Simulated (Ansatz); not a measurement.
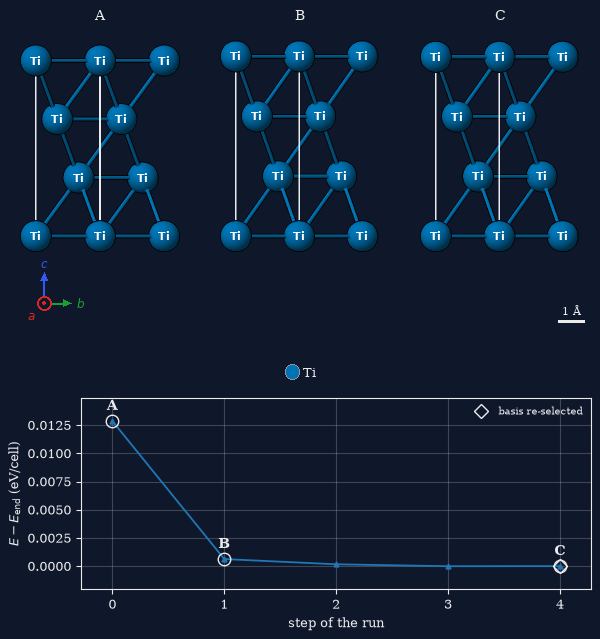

Frames of a relaxation of solid Ti (a generated structure, set up in R-3m), marked on the history of the run. The picture is a ball-and-stick view of the cell of the calculation, repeated 1 × 2 × 1 with one cell outlined, seen along the a axis.

Case: stacking ABC.

Computed with DFT PBE, scalar-relativistic, plane waves, PAW in Ansatz 0.2.0.

The input:
```yaml
crystal:
  lattice:
    - [2.9389653713, 0.0, 0.0]
    - [-1.4694826856, 2.5452186724, 0.0]
    - [0.0, 0.0, 6.9743459693]
  atoms:
    - { symbol: Ti, position: [0.0, 0.0, 0.0] }
    - { symbol: Ti, position: [0.3333333333, 0.6666666667, 0.3333333333] }
    - { symbol: Ti, position: [0.6666666667, 0.3333333333, 0.6666666667] }
basis:
  ecutwfc: 420
kpoints:
  mp_grid: { grid: [18, 18, 7] }
hamiltonian:
  xc: pbe
scf:
  occupations: { method: gaussian, width: 0.1 }
output:
  forces: true
  stress: true
  eigenvalues: true
  populations: true
relax:
  adjacent_minimum: "off"
  f_tol: 0.01
  max_steps: 45
  cell: { stress_tol: 0.05 }
```

Launched with:
```bash
ansatz run input.yaml --threads 1 --pin off --max-ram 2560MiB --backend cpu --events-out ev --progress --plain --runs-dir out
```

### What happens along the run?

After 3 accepted moves (4 points after the start) the energy has fallen by 12.9 meV per cell of the calculation. All forces vanish by symmetry, so only the cell relaxes. The pressure goes from −0.03 to 0.00 GPa. At 1 point the geometry stayed and the basis and grid were re-selected for the new cell (energy shift of less than 0.05 meV per cell of the calculation at most each time). The atoms keep their places relative to the cell (all moves are under 0.005 Å). The drawn cell changes at constant volume: a = b 2.939 → 2.907 Å (−1.1 %), c 6.974 → 7.124 Å (+2.2 %). Near-neighbour distances that change, for instance: Ti1–Ti1 2.939 → 2.907 Å, Ti1–Ti2 2.878 → 2.908 Å. The space group (tolerance 0.01 Å) goes from R-3m (No. 166) to Fm-3m (No. 225). The run took 3.4 min on 1 thread of Intel(R) Xeon(R) Processor @ 2.50GHz (Skylake/Cascade Lake) (shared host), peak memory 0.52 GiB. From step 0 to 1: volume −0.5 %, energy −12.2 meV per cell of the calculation. From step 1 to 4: volume +0.4 %, energy −0.6 meV per cell of the calculation.

```
step  E − E(0), meV/atom  pressure, GPa  volume, Å³/atom                      note
   0                0.00          -0.03           17.390                          
   1               -4.08           0.46           17.308                          
   2               -4.24          -0.32           17.433                          
   3               -4.29          -0.01           17.382                          
   4               -4.29           0.00           17.382  same geometry, new basis
```
